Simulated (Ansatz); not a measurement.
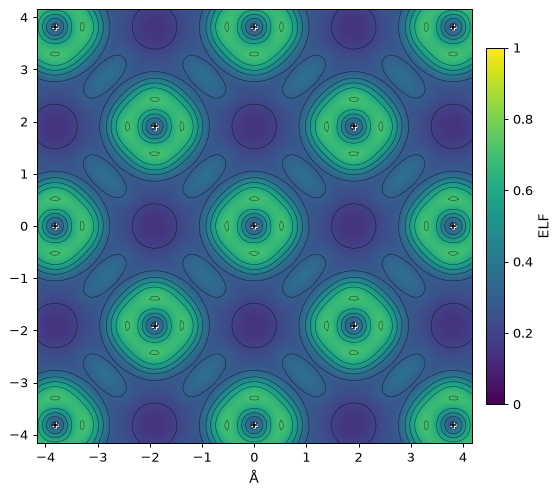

The electron localisation function on a plane through atoms (crosses mark nuclei in the plane).

Computed with DFT, PBEsol, PAW with Ansatz's default frozen-core files, scalar-relativistic; relaxation of cell and atoms (Ansatz 0.2.0).

Candidates:
A. Si, a = 5.40 Å, b = 5.40 Å, c = 5.40 Å, α = 90.00°, β = 90.00°, γ = 90.00°. Space group Fd-3m; computed pressure about 2 GPa in this cell.
B. BaO, a = 5.54 Å, b = 5.54 Å, c = 5.54 Å, α = 90.00°, β = 90.00°, γ = 90.00°. Space group Fm-3m.
C. Ir, a = 3.82 Å, b = 3.82 Å, c = 3.82 Å, α = 90.00°, β = 90.00°, γ = 90.00°. Space group Fm-3m; computed pressure about 4 GPa in this cell; computed without spin polarisation.

Q: Which system is this?

A: Candidate C: Ir on the (010) plane of the conventional cell, which holds Ir. Ir–Ir (2.70 Å): the ELF is about 0.35 at the midpoint.
